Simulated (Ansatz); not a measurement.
**LiCl: band-structure calculation**

The run: band-structure calculation of LiCl (I4/mmm, 2 atoms in the cell). Method and program: DFT, PBE, plane waves, PAW, no spin polarisation (Ansatz 0.2.0).

The structure was built on a prototype by a generator. The geometry comes from this level: r2SCAN (a point of a series of strains). It belongs to a series of runs on one base structure; here: epitaxial_xy strain -2.9%. Figures and captions count atoms from 1; the log counts them from 0 in places.

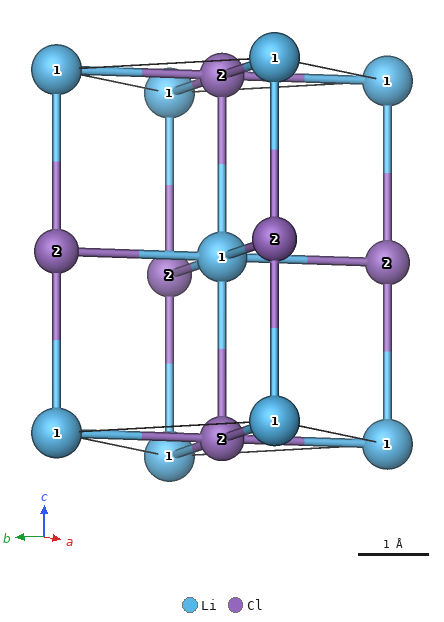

Figure 1. The structure (ball-and-stick view of the cell 2 times as large as that of the calculation, set on its symmetry axes, seen at an oblique angle; atoms are numbered from 1 in the order of the input). Near neighbours in the crystal (not all of them lie inside the picture): Li has 6 Cl at 2.48 to 2.61 Å; Cl has 6 Li at 2.48 to 2.61 Å.

**Key numbers**

```json
{"quantity": "outcome", "value": "converged"}
{"quantity": "space group (tolerance 0.01 Å)", "value": "I4/mmm (139)"}
{"quantity": "electrons treated", "value": "10"}
{"quantity": "free energy", "value": "−1287.8142 eV"}
{"quantity": "Fermi energy", "value": "5.457 eV"}
{"quantity": "gap on the k-point mesh", "value": "6.53 eV"}
{"quantity": "pressure", "value": "2.32 GPa"}
{"quantity": "largest force (length of the vector)", "value": "under 0.001 eV/Å"}
{"quantity": "hardware", "value": "4 threads of Intel Xeon (Sapphire Rapids), 64 GiB of memory available, shared host"}
{"quantity": "wall time", "value": "0.62 s (CPU time 1.3 s)"}
{"quantity": "peak memory", "value": "0.33 GiB"}
```

**Input file**
```yaml
crystal:
  lattice:
    - [0.0, 2.482423129, 2.6130515065]
    - [2.482423129, 0.0, 2.6130515065]
    - [2.482423129, 2.482423129, 0.0]
  atoms:
    - { symbol: Li, position: [0.0, 0.0, 0.0] }
    - { symbol: Cl, position: [0.5, 0.5, 0.5] }
kpoints:
  mp_grid: { grid: [8, 8, 8] }
  band_path:
    path:
      - [0.0, 0.0, 0.0]
      - [0.5, 0.0, 0.5]
      - [0.625, 0.25, 0.625]
      - [0.375, 0.375, 0.75]
      - [0.5, 0.5, 0.5]
      - [0.5, 0.25, 0.75]
    npoints: 1
hamiltonian:
  xc: pbe
scf:
  occupations: { method: fermi_dirac, width: 0.02 }
  n_extra_bands: 4
output:
  forces: true
  stress: true
  eigenvalues: true
  write_density: true
  write_potential: true
  elf: true
  volumetric_format: npy
```

Launch command:
```bash
ansatz run input.yaml --threads 4 --pin off --max-ram 3686MiB --backend cpu --events-out ev --progress --plain --runs-dir out
```

**The program's output**
```
scf.n_extra_bands = 4 over 5 filled bands (N_el = 10.0): the run solves 9 bands
Engine: ansatz 0.2.0, x86_64-unknown-linux-gnu
Pseudopotentials: kind: paw
Pseudopotential: Li, paw, valence charge 3, recommended cutoff 420 eV (normal), Li.paw.azcp
Pseudopotential: Cl, paw, valence charge 7, recommended cutoff 420 eV (normal), Cl.paw.azcp
Functional definition: PBE
  parameter kappa = 0.804
  parameter beta = 0.06672455060314922
  exchange = pbe_x(kappa = kappa, mu = beta*pi^2/3)
  correlation = pbe_c(beta = beta)
Crystal: 2 atoms, lattice volume = 32.205 Å³
Basis set: ecut = 420 eV, 625 PW (Γ), exchange–correlation on 50×50×48 points (8 copies of the dense FFT grid, shifted against one another)
Bands: 9, of which v1, the nominal top of the filled ones, is band 5 counted from 1 (4 counted from 0)
Symmetry: 16 space group operations
Space group: I4/mmm (ITA 139), of the structure as read, at distance tolerance 3.2e-5 Å
k-points: 59 of 512
Non-local potential: Li, projectors of the file, l = 0: 3, l = 1: 2, l = 2: 1
Non-local potential: Cl, projectors of the file, l = 0: 2, l = 1: 2, l = 2: 2
PAW form: soft (Blöchl's): semilocal exchange-correlation on the pseudo side does not see the compensation charge
PAW one-centre angular grid: Li, 110 points (default); XC on 64 Gauss nodes
PAW one-centre angular grid: Cl, 110 points (default); XC on 64 Gauss nodes
Initial density: superposition of atomic densities (neutral atoms: chi_scale 0, normalization atom), corrected by the library's trained network
Initial wavefunctions: pseudopotential atomic-orbital guess
Functional: x = pbe(κ = 0.804, μ = 0.2195149727645171), c = pbe(β = 0.06672455060314922)
SCF iter   1: F=—  HF=-1287.814348 eV  |F-HF|=—  |Δ(HF+E_count)|=         —  Δρ=4.13e-4  dr2=5.72e-5  ethr=1.77e-3  ⟨swp⟩=7.2  Hψ=3837  notcnv=0
preconditioner: auto → none  [insulator: Δε(μ)=6.532 eV  Ē_g=14.363 eV  σ=0.020 eV  W_gap=1.00  n_scr=8 (ndim 8)  ℏωp=18.5 eV  f_vac=0.000  D(μ)=0.00/eV (n_scr^D=0)  ε∞_Penn≈2.7]
SCF iter   2: F=—  HF=-1287.814199 eV  |F-HF|=—  |Δ(HF+E_count)|=   1.48e-4  Δρ=3.09e-4  dr2=4.44e-5  ethr=5.72e-7  ⟨swp⟩=2.4  Hψ=1350  notcnv=0
SCF iter   3: F=—  HF=-1287.814183 eV  |F-HF|=—  |Δ(HF+E_count)|=   1.64e-5  Δρ=1.55e-4  dr2=1.01e-5  ethr=4.44e-7  ⟨swp⟩=2.0  Hψ=733  notcnv=0
SCF iter   4: F=—  HF=-1287.814176 eV  |F-HF|=—  |Δ(HF+E_count)|=   6.51e-6  Δρ=6.40e-5  dr2=9.86e-7  ethr=1.01e-7  ⟨swp⟩=2.0  Hψ=758  notcnv=0
SCF iter   5: F=—  HF=-1287.814176 eV  |F-HF|=—  |Δ(HF+E_count)|=   7.30e-7  Δρ=4.12e-5  dr2=7.76e-7  ethr=9.86e-9  ⟨swp⟩=2.3  Hψ=752  notcnv=0
SCF iter   6: F=—  HF=-1287.814175 eV  |F-HF|=—  |Δ(HF+E_count)|=   2.33e-7  Δρ=1.81e-5  dr2=1.54e-7  ethr=7.76e-9  ⟨swp⟩=1.6  Hψ=629  notcnv=0
SCF iter   7: F=-1287.814175 eV  HF=-1287.814175 eV  |F-HF|=1.32e-9  |Δ(HF+E_count)|=   5.24e-8  Δρ=2.01e-6  dr2=1.94e-9  ethr=1.00e-9  ⟨swp⟩=7.9  Hψ=2505  notcnv=0
SCF 1 converged in 7 iterations: F = -1287.814175 eV  dr2 = 1.94e-9
  greatest PAW one-centre occupation: 1.000 electrons in one spin orbital (limit 2), on the Li atom at site 0 (counted from 0), in its partial waves of l = 0
```

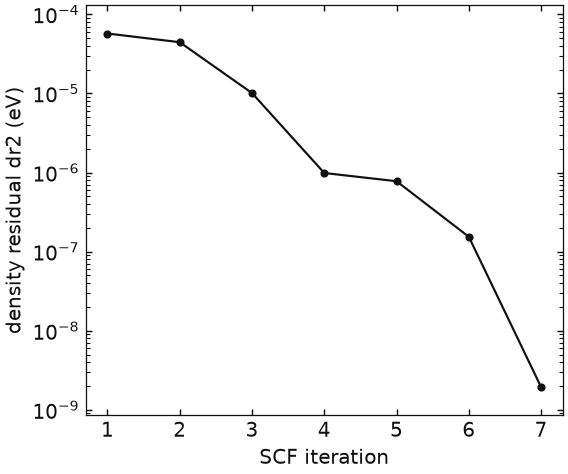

Figure 2. Convergence of the self-consistent field: density residual dr2 against the SCF iteration. The residual falls at every step.

```
NSCF: frozen V_eff on 6 k-points
SCF converged after 7 iterations
Free energy (F): -1287.814175 eV
Harris-Foulkes:  -1287.814175 eV  (|F-HF|=1.32e-9)
Internal energy: -1287.814175 eV  (E = F + TS)
E sigma→0 (E₀):  -1287.814175 eV
Fermi energy:    5.457256 eV
--- Per-component energies (eV) ---
  E_band       = -99.761672
  E_kinetic    = 184.437434
  E_local      = -315.845788  (includes V_loc(G=0)·N_el)
  E_nonlocal   = -4.665324
  E_hartree    = 91.679589
  E_xc         = -118.930327
  E_vxc        = -137.283838  (∫ρ·V_xc dr)
  E_paw        = -680.458721  (= ΣΔE_a)
  E_vpaw       = -9.762859  (= ΣTr[D̂ρ^β])
  E_aug_tail   = 0.000104  (compensation charges beyond the density's cutoff)
  E_ewald      = -444.031143
  E_smearing   = -0.000000  (= −TS)
  E_closure    = 0.000000  (closes the sum)
  Σ components = -1287.814175   (vs F -1287.814175, Δ=0.00e0)
--- Forces (eV/Å), atoms counted from 1 ---
  atom   1  Li    -0.00000000    -0.00000000    -0.00000000
  atom   2  Cl     0.00000000     0.00000000    -0.00000000
  max |Σ_I F_I| component: 6.51e-30 eV/Å
--- Stress (GPa, compression-positive) ---
        3.026832       0.000000       0.000000
        0.000000       3.026832      -0.000000
        0.000000       0.000000       0.894488
  P = ⅓ Tr σ = 2.3161 GPa (23.161 kbar)
--- Band table (eV; the first three rows and the last of 59) ---
  k-point 0: bands = ["-41.3030", "-11.4532", "2.0689", "2.0689", "2.1930", "8.7180", "13.6475", "14.1048", "14.1048"]
  k-point 1: bands = ["-41.3025", "-11.3700", "1.5434", "2.0429", "2.0966", "9.1806", "13.2160", "13.6492", "14.1422"]
  k-point 2: bands = ["-41.3012", "-11.1573", "0.4261", "1.9493", "1.9846", "9.4991", "12.5198", "13.0514", "13.2638"]
  k-point 58: bands = ["-41.2990", "-10.6120", "-0.9954", "1.0401", "1.0401", "10.1558", "10.4391", "14.4864", "16.8817"]
```

**File bands.tsv**
```
# k_distance	band_0	band_1	band_2	band_3	band_4	band_5	band_6	band_7	band_8
# fermi_ev = 5.457256
# lock_threshold_ev = 1e-6
# [0, 0, 0] at k_distance = 0.000000
# [0.5, 0, 0.5] at k_distance = 1.265535
# [0.625, 0.25, 0.625] at k_distance = 1.701928
# [0.375, 0.375, 0.75] at k_distance = 2.470586
# [0.5, 0.5, 0.5] at k_distance = 3.219959
# [0.5, 0.25, 0.75] at k_distance = 4.092746
# levels_relative_to = fermi_ev
# free_energy_ev = -1287.814175
# largest_residual_norms_ev = 3.726e-4 5.231e-4 7.957e-4 1.168e-3 6.592e-4 5.130e-4 1.052e-3 6.783e-4 8.362e-4
0.000000	-46.760268	-16.910421	-3.388350	-3.388350	-3.264304	3.260729	8.190254	8.647516	8.647516
1.265535	-46.755377	-15.963153	-6.453157	-4.769264	-4.408455	4.559927	4.762602	9.762377	10.504895
1.701928	-46.755570	-16.009907	-6.026958	-5.272816	-4.282220	4.702448	6.551343	8.505554	8.552472
2.470586	-46.756113	-16.075925	-5.990361	-5.253437	-4.123381	4.843217	6.885023	7.929949	8.560866
3.219959	-46.756737	-16.278099	-6.349647	-3.693793	-3.544826	3.435889	5.934408	6.315065	10.109139
4.092746	-46.755798	-16.029463	-5.585994	-5.581943	-4.534991	6.408776	6.939737	7.005518	7.415012
```

**File rho_z.tsv**
```
# z_ang	rho[e/angstrom^3]
# format = ansatz-planar-average/11
# lattice	0.000000000	2.482423129	2.613051507
# lattice	2.482423129	0.000000000	2.613051507
# lattice	2.482423129	2.482423129	0.000000000
# sites	2
# site	3	0.000000000	0.000000000	0.000000000
# site	17	2.482423129	2.482423129	2.613051507
0.000000	3.662012e-1
0.146278	3.327146e-1
0.292556	2.558104e-1
0.438835	1.857680e-1
0.585113	1.602562e-1
0.731391	1.832257e-1
0.877669	2.371000e-1
1.023947	3.044375e-1
1.170225	3.695170e-1
1.316504	4.160324e-1
1.462782	4.373334e-1
1.609060	4.408596e-1
1.755338	4.398405e-1
1.901616	4.408596e-1
2.047895	4.373334e-1
2.194173	4.160324e-1
2.340451	3.695170e-1
2.486729	3.044375e-1
2.633007	2.371000e-1
2.779286	1.832257e-1
2.925564	1.602562e-1
3.071842	1.857680e-1
3.218120	2.558104e-1
3.364398	3.327146e-1
```

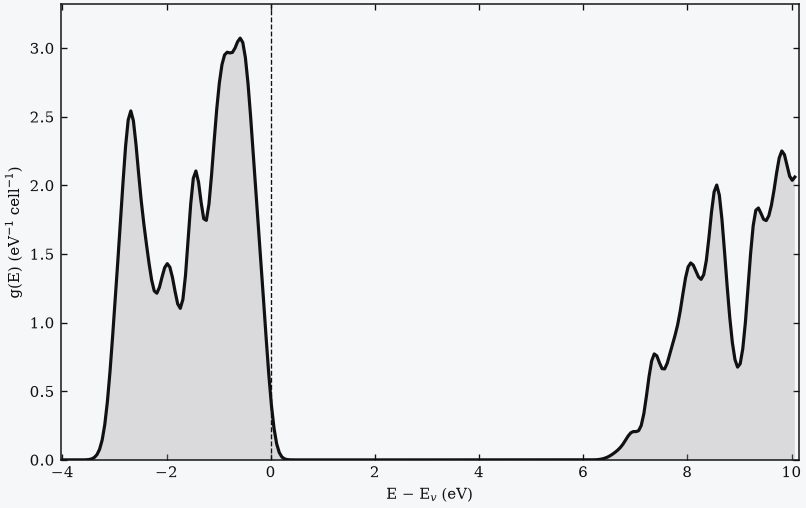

Figure 3. Density of states (the curve is built from the levels of the k mesh with Gaussians 0.3 eV wide, which also blur the band edges), with energies from the valence-band top. There is a gap of 6.53 eV on the k-point mesh. Small ripples come from the finite k-point mesh.

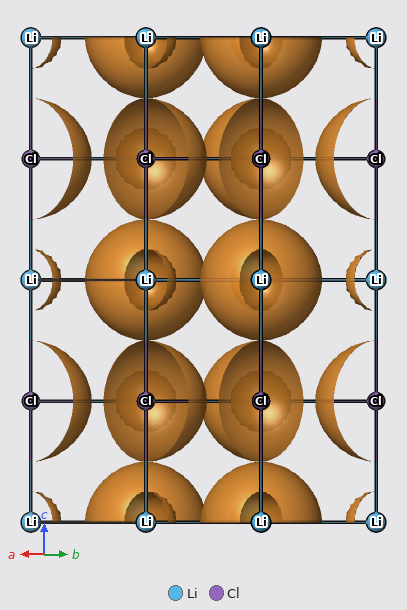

Figure 4. Isosurface of the valence electron density at 0.2 e/Å³ (orange), seen along [110]. Sticks mark near contacts. The outline is the cell set on symmetry axes. At this value the density breaks into separate islands; it holds about 80 % of the electrons treated as valence (semicore included). It is pinched off along the Li–Cl (2.48 Å) and Li–Cl (2.61 Å) contacts. On the grid the lowest density along these lines, outside the cores, is 0.11 e/Å³ (Li–Cl, 2.48 Å) and 0.08 e/Å³ (Li–Cl, 2.61 Å). In a PAW calculation such maps are meaningful between the atoms, not at the nuclei.

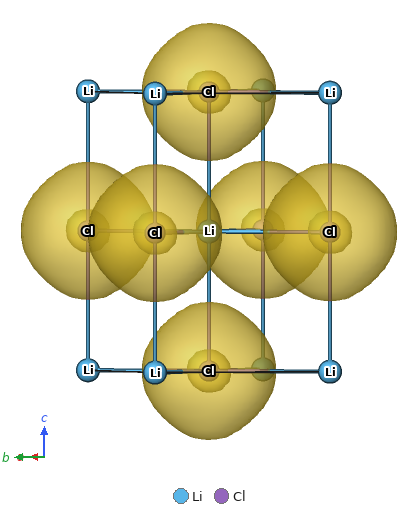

Figure 5. Isosurface of the electron localisation function at 0.7 (yellow), seen at an oblique angle. Core shells and regions of very low density are left out. Sticks mark near contacts. The outline is the cell set on symmetry axes. Profiles from the grid: Li–Cl (2.48 Å): the ELF is about 0.75 at the midpoint, as expected for ionic bonding with no shared pair. Li–Cl (2.61 Å): the ELF is about 0.70 at the midpoint (two separate closed shells).
